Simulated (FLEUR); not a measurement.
# A series of single points on GaP

System: GaP (F-43m, 2 atoms in the cell).
Method: Kohn-Sham DFT of a periodic cell, PBE, all-electron, no spin polarisation (FLEUR MaX-R8.1 (later development tree)).

The 7 runs differ only in the geometry, by an even scaling of the cell at fixed fractional positions. The structure derives from an entry of the Crystallography Open Database.

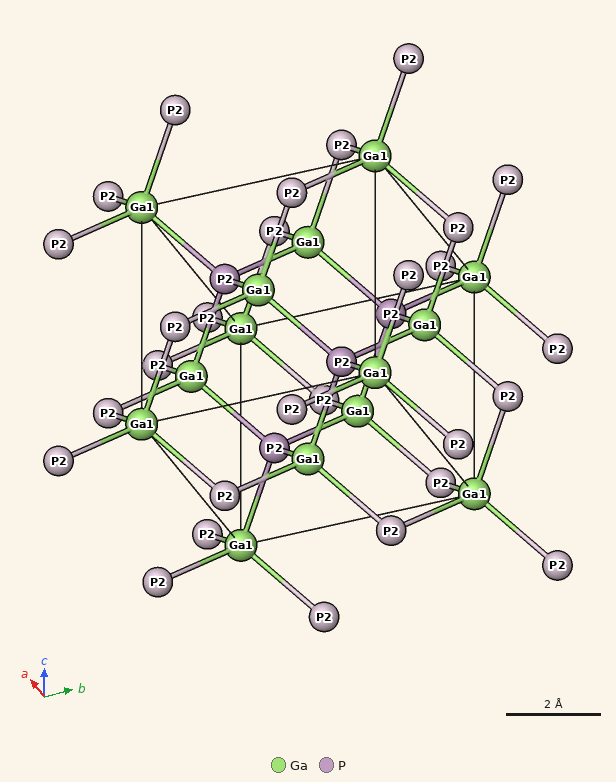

Figure 1. The structure of run 4 (ball-and-stick view of the cell 4 times as large as that of the calculation, set on its symmetry axes, seen at an oblique angle; neighbours outside the cell are drawn fainter; atoms are numbered from 1 in the order of the input).

## Input of run 4
```
<?xml version="1.0" encoding="UTF-8" standalone="no"?>
<fleurInput fleurInputVersion="0.39">
   <comment>
      GaP                                                                                                 
   </comment>
   <calculationSetup>
      <cutoffs Kmax="5.21" Gmax="16.2" GmaxXC="16.2" numbands="0"/>
      <scfLoop itmax="60" minDistance="0.00001" maxIterBroyd="15" imix="Anderson" alpha="0.05" precondParam="0.0" spinf="2.0" sdNocoIR="T"/>
      <coreElectrons ctail="T" frcor="F" kcrel="0" coretail_lmax="0"/>
      <xcFunctional name="pbe" relativisticCorrections="F"/>
      <magnetism jspins="1"/>
      <soc l_soc="F" theta="0.0" phi="0.0" spav="F"/>
      <expertModes spex="0" secvar="F"/>
      <geometryOptimization l_f="T" forcealpha="1.0" forcemix="BFGS" epsdisp="0.0005" epsforce="0.0002"/>
      <ldaU l_linMix="F" mixParam="0.05" spinf="1.0"/>
   </calculationSetup>
   <cell>
      <bzIntegration valenceElectrons="32.0" mode="hist" fermiSmearingEnergy="0.00183747">
         <kPointListSelection listName="default-1"/>
         <!-- k-points included here -->
         <xi:include xmlns:xi="http://www.w3.org/2001/XInclude" href="kpts.xml"> </xi:include>
      </bzIntegration>
      <!-- symmetry operations included here -->
      <xi:include xmlns:xi="http://www.w3.org/2001/XInclude" href="sym.xml"> </xi:include>
      <bulkLattice scale="1.0">
         <bravaisMatrix>
            <row-1>    0.0000000000000000     5.1499761210661497     5.1499761210661497</row-1>
            <row-2>    5.1499761210661497     0.0000000000000000     5.1499761210661497</row-2>
            <row-3>    5.1499761210661497     5.1499761210661497     0.0000000000000000</row-3>
         </bravaisMatrix>
      </bulkLattice>
   </cell>
   <atomSpecies>
      <species name="Gallium (Ga)" element="Ga" atomicNumber="31">
         <mtSphere radius="2.13" gridPoints="725" logIncrement="0.017"/>
         <atomicCutoffs lmax="9" lnonsphr="7"/>
         <electronConfig flipSpins="F">
            <coreConfig>(1s1/2) (2s1/2) (2p1/2) (2p3/2)</coreConfig>
            <valenceConfig>(3s1/2) (3p1/2) (3p3/2) (4s1/2) (3d3/2) (3d5/2) (4p1/2) (4p3/2)</valenceConfig>
            <stateOccupation state="(4p1/2)" spinUp="0.166667" spinDown="0.166667"/>
            <stateOccupation state="(4p3/2)" spinUp="0.333333" spinDown="0.333333"/>
         </electronConfig>
         <energyParameters s="4" p="4" d="3" f="4"/>
         <lo type="SCLO" l="0" n="3" eDeriv="0"/>
         <lo type="SCLO" l="1" n="3" eDeriv="0"/>
         <lo type="SCLO" l="1" n="3" eDeriv="1"/>
         <lo type="HELO" l="2" n="4" eDeriv="0"/>
         <lo type="HELO" l="2" n="4" eDeriv="1"/>
         <lo type="SCLO" l="3" n="4" eDeriv="2"/>
      </species>
      <species name="Phosphorous (P)" element="P" atomicNumber="15">
         <mtSphere radius="1.88" gridPoints="641" logIncrement="0.018"/>
         <atomicCutoffs lmax="8" lnonsphr="6"/>
         <electronConfig flipSpins="F">
            <coreConfig>(1s1/2) (2s1/2)</coreConfig>
            <valenceConfig>(2p1/2) (2p3/2) (3s1/2) (3p1/2) (3p3/2)</valenceConfig>
            <stateOccupation state="(3p1/2)" spinUp="0.500000" spinDown="0.500000"/>
            <stateOccupation state="(3p3/2)" spinUp="1.000000" spinDown="1.000000"/>
         </electronConfig>
         <energyParameters s="3" p="3" d="3" f="4"/>
         <lo type="SCLO" l="1" n="2" eDeriv="0"/>
         <lo type="SCLO" l="0" n="3" eDeriv="2"/>
         <lo type="SCLO" l="2" n="3" eDeriv="2"/>
         <lo type="SCLO" l="3" n="4" eDeriv="2"/>
      </species>
   </atomSpecies>
   <atomGroups>
      <atomGroup species="Gallium (Ga)">
         <relPos label="                   1">.0000000000 .0000000000 .0000000000</relPos>
         <force calculate="T" relaxXYZ="TTT"/>
      </atomGroup>
      <atomGroup species="Phosphorous (P)">
         <relPos label="                   2">-1.000/4.000 -1.000/4.000 -1.000/4.000</relPos>
         <force calculate="T" relaxXYZ="TTT"/>
      </atomGroup>
   </atomGroups>
   <output dos="F" band="F" slice="F">
      <checks vchk="F" cdinf="F"/>
      <bandDOS minEnergy="-.5*Htr" maxEnergy="0.5*Htr" sigma="0.015" storeEVData="T"/>
      <vacuumDOS vacdos="F" integ="F" star="F" nstars="0" locx1="0.0" locy1="0.0" locx2="0.0" locy2="0.0" nstm="0" tworkf="0.0"/>
      <unfoldingBand unfoldBand="F" supercellX="1" supercellY="1" supercellZ="1"/>
      <plotting iplot="0" polar="F">
         <plot TwoD="T" vec1="  1.0  0.0  0.0" vec2="  0.0  1.0  0.0" vec3="  0.0  0.0  1.0" zero="  0.0  0.0  0.0" file="plot"/>
      </plotting>
      <chargeDensitySlicing numkpt="0" minEigenval="0.0" maxEigenval="0.0" nnne="0" pallst="F"/>
      <specialOutput eonly="F"/>
      <moessbauerParams electricFieldGradient="T" isomerShift="T" coreHyperfine="T" valenceHyperfine="T"/>
      <magneticCircularDichroism mcd="F" energyLo="-10.0" energyUp="0.0"/>
   </output>
  <!-- We include the file relax.xml here to enable relaxations (see documentation) -->
  <xi:include xmlns:xi="http://www.w3.org/2001/XInclude" href="relax.xml"> <xi:fallback/> </xi:include>
</fleurInput>
```

Command:
```bash
inpgen -f crystal.txt -profile fastHighL; fleur_MPI
```

Lattice vectors (Å) and fractional positions of run 4:
```
   0.000000    2.725250    2.725250
   2.725250    0.000000    2.725250
   2.725250    2.725250    0.000000
Ga  0.000000  0.000000  0.000000
P   0.750000  0.750000  0.750000
```

Run 6 has the same physical settings and fractional positions; its lattice vectors (Å) are:
```
   0.000000    2.761113    2.761113
   2.761113    0.000000    2.761113
   2.761113    2.761113    0.000000
```

## Results, with one run withheld

```tsv
run	volume per atom (Å³)	free energy per atom, from the lowest run given (meV)	gap on the mesh (eV)
1	19.026	45.35	1.52
2	19.431	26.30	1.57
3	19.836	12.76	1.61
4	20.240	4.15	1.65
5	20.645	0.00	1.62
6	21.050	?	?
7	21.455	3.26	1.36
```

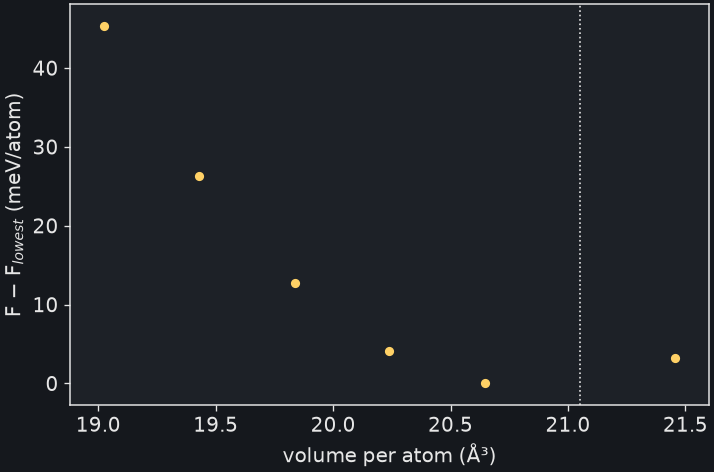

Figure 2. Free energy per atom of the runs given; the dotted line marks run 6.

Estimate the energy of run 6 from the others.

A cubic polynomial in V^(−2/3) (the Birch–Murnaghan form), fitted to the 6 runs given, misses them by at most 0.01 meV per atom. With x = V^(−2/3) − 0.13536 Å⁻², it reads F = 7.0081 + 4454.1 x + 6.581e+05 x² + 1.01e+06 x³ (meV per atom). At run 6 it gives −0.17 meV per atom, and the run itself gives −0.17. The fit has its minimum at 20.864 Å³ per atom, where V d²F/dV² gives 77 GPa: the bulk modulus at this level, since symmetry fixes the shape and the positions. The gap on the mesh lies between 1.36 eV (run 7) and 1.65 eV (run 4); run 6 has 1.51 eV. These are gaps of this functional on this mesh, which can miss the band edges; they aren't the measured gap.

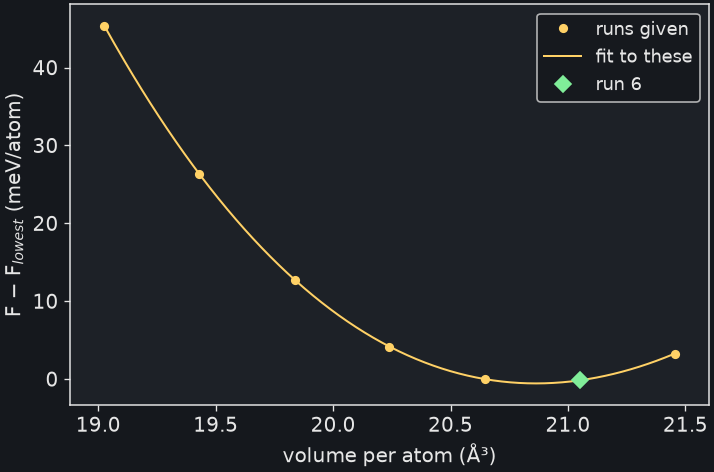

Figure 3. The fit and the withheld run.

## Output (run 6)
```
Welcome to FLEUR        (www.flapw.de)
      MaX-Release 8.1          (www.max-centre.eu)

 ========== k-point set info ==========
 Selected k-point list: default-1
 k-point list type: mesh
 8 x 8 x 8
 Number of k points: 29

 ------------Calculation Setup---------------------------
 Number of MPI-tasks      :            1
 Number of PE/node        :            1
 Number of OMP-threads    :            1
 Most efficient MPI parallelization for:
           1          29
 Additional eigenvalue parallelization possible
 Number of basis functions:          784
 Approximate size of matrices (H+S) per k-point:         0.018 GB
 --------------------------------------------------------

 Iteration:     1   Distance:       7.74890123 me/bohr^3

 Iteration:     2   Distance:       7.07938519 me/bohr^3

 Iteration:     3   Distance:       3.88700155 me/bohr^3

 Iteration:     4   Distance:       1.33703492 me/bohr^3

 Iteration:     5   Distance:       1.07231119 me/bohr^3

 Iteration:     6   Distance:       0.23817488 me/bohr^3

 Iteration:     7   Distance:       0.11880375 me/bohr^3

 Iteration:     8   Distance:       0.02940503 me/bohr^3

 Iteration:     9   Distance:       0.00762809 me/bohr^3

 Iteration:    10   Distance:       0.00265556 me/bohr^3

 Iteration:    11   Distance:       0.00064623 me/bohr^3

 Iteration:    12   Distance:       0.00059783 me/bohr^3

 Iteration:    13   Distance:       0.00014776 me/bohr^3

 Iteration:    14   Distance:       0.00001284 me/bohr^3

 Iteration:    15   Distance:       0.00001254 me/bohr^3

 Iteration:    16   Distance:       0.00001131 me/bohr^3

 Iteration:    17   Distance:       0.00000682 me/bohr^3

 ********************************************************************
 Run finished successfully
 Stop message:
   all done
 ********************************************************************
```
